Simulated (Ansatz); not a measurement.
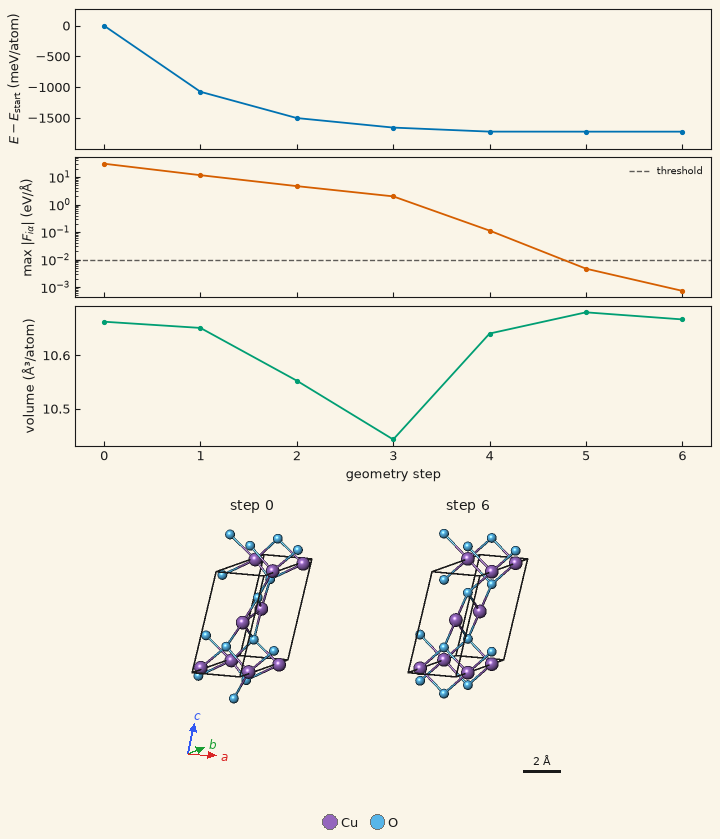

First and last geometry of a relaxation of a crystal of CuO (set up in P1), with the history of the run. The picture is a ball-and-stick view of the cell of the calculation, seen slightly off an axis.

Case: a zone-boundary wave of random shape, sigma 0.25 Å; relaxed back.

Method: DFT PBEsol, scalar-relativistic, plane waves, PAW (Ansatz 0.2.0).

The input:
```yaml
crystal:
  lattice:
    - [2.0425330805, -2.0503581781, 0.0]
    - [-4.0850661609, -4.1007163563, 0.0]
    - [-2.0425330805, -2.0503581781, -5.0922648297]
  atoms:
    - { symbol: Cu, position: [0.0553264421, 0.7656342662, -0.0066699449] }
    - { symbol: Cu, position: [-0.0553264421, 0.2343657338, 0.0066699449] }
    - { symbol: Cu, position: [0.4953761607, 0.3293548902, 0.460943987] }
    - { symbol: Cu, position: [0.5046238393, 0.6706451098, 0.539056013] }
    - { symbol: O, position: [0.5991669671, 0.4245157697, 0.6969743872] }
    - { symbol: O, position: [0.4008330329, 0.8254842303, 0.8030256128] }
    - { symbol: O, position: [0.5442495518, 0.6223005654, 0.2448348979] }
    - { symbol: O, position: [0.4557504482, 0.1276994346, 0.2551651021] }
basis:
  ecutwfc: 420
kpoints:
  mp_grid: { grid: [12, 8, 8] }
hamiltonian:
  xc: pbesol
scf:
  occupations: { method: gaussian, width: 0.15 }
output:
  forces: true
  stress: true
  eigenvalues: true
relax:
  adjacent_minimum: "off"
  f_tol: 0.01
  max_steps: 80
  cell: { stress_tol: 0.1 }
```

Command:
```bash
ansatz run input.yaml --threads 2 --pin off --max-ram 5120MiB --backend cpu --events-out ev --progress --plain --runs-dir out
```

> Read the history and describe the run.

The run was cut off at its time limit before the program reported convergence, but its last step already meets the force threshold: the largest component is 0.00073 eV/Å against 0.01 eV/Å. The pressure is within 0.01 GPa of its target. The largest moves relative to the cell, 0.42 Å, are those of O5 and O6. O5 goes along [−2 −1 1]. Largest moves by element: O 0.42 Å, Cu 0.40 Å. The drawn cell changes at constant volume: a 2.894 → 2.895 Å (0.0 %), b 5.788 → 5.789 Å (0.0 %), c unchanged at 5.857 Å, β 89.9° → 90.0°, γ 89.8° → 89.9°. Near-neighbour distances that change, for instance: Cu3–O6 2.612 → 1.928 Å, Cu3–Cu4 2.237 → 2.895 Å, Cu4–O5 1.287 → 1.928 Å, Cu2–O5 2.474 → 1.928 Å. New bonds form, among them: Cu2–O5 (2.47 → 1.93 Å), Cu3–O6 (2.61 → 1.93 Å), Cu4–O8 (2.33 → 1.93 Å). Among the angles between lasting bonds that change: Cu2–O5–Cu4 135.9° → 115.8°, O5–Cu2–O8 160.6° → 180.0°, O6–Cu1–O7 162.7° → 180.0°. The space group (tolerance 0.01 Å) goes from P1 (No. 1) to P4_2/mmc (No. 131). After 6 geometry steps the energy has fallen by 1723 meV per atom. The largest force component goes from 30 to 0.00073 eV/Å. The pressure goes from 66.81 to 0.01 GPa.

| step | E − E(0), meV/atom | largest force component, eV/Å | pressure, GPa | volume, Å³/atom |
| --- | --- | --- | --- | --- |
| 0 | 0.00 | 30.3885 | 66.81 | 10.663 |
| 1 | -1074.31 | 11.6479 | 27.75 | 10.651 |
| 2 | -1501.62 | 4.6685 | 10.59 | 10.553 |
| 3 | -1656.60 | 1.9837 | 4.85 | 10.443 |
| 4 | -1722.17 | 0.1133 | 0.32 | 10.641 |
| 5 | -1722.73 | 0.0047 | -0.20 | 10.681 |
| 6 | -1722.82 | 0.0007 | 0.01 | 10.667 |

Limits of the set-up: layers or molecules are held without a dispersion correction, so their spacing is unreliable.
